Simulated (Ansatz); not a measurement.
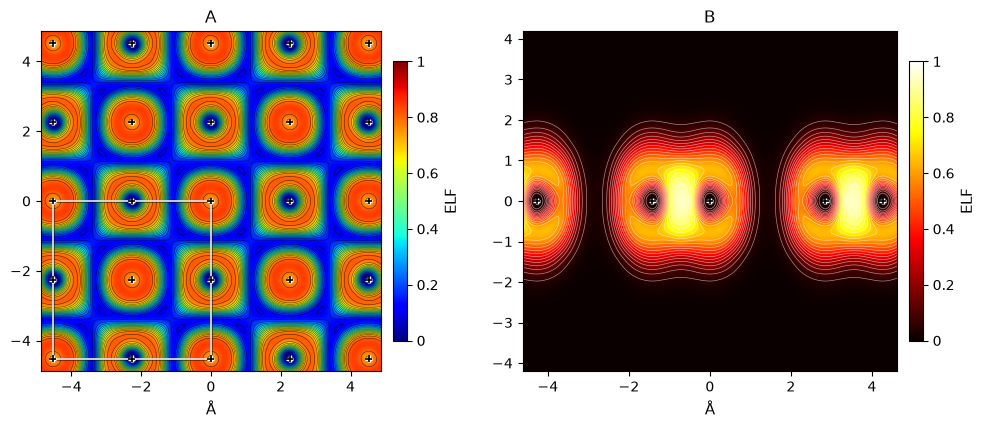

The electron localisation function of 2 systems, each on a plane through atoms (crosses mark nuclei in the plane).

Level of theory: DFT r2SCAN, scalar-relativistic, plane waves, PAW (Ansatz).

System 1: C (slab), the (110) plane of the calculation cell, a cut from vacuum to vacuum. 

System 2: HfN, the (010) plane of the conventional cell. Space group Fm-3m; computed without spin polarisation.

```xyz
8
Lattice="4.5255 0.0000 0.0000 0.0000 4.5255 0.0000 0.0000 0.0000 4.5255" Properties=species:S:1:pos:R:3 pbc="T T T"
Hf    0.0000    0.0000    0.0000
Hf    2.2627    2.2627    0.0000
Hf    2.2627    0.0000    2.2627
Hf    0.0000    2.2627    2.2627
N     2.2627    0.0000    0.0000
N     0.0000    2.2627    0.0000
N     0.0000    0.0000    2.2627
N     2.2627    2.2627    2.2627
```

Question: Match each panel to its system.

Answer: Panel A is system 2, HfN: the plane holds Hf and N. Hf–N (2.26 Å): the ELF peaks at about 0.80 in the valence shell of N, 0.7 Å from its nucleus, and is about 0.15 at the midpoint; no localised pair shows between them. Panel B is system 1, C: the plane holds C. C–C (1.42 Å): the ELF peaks at about 0.95 between the atoms.
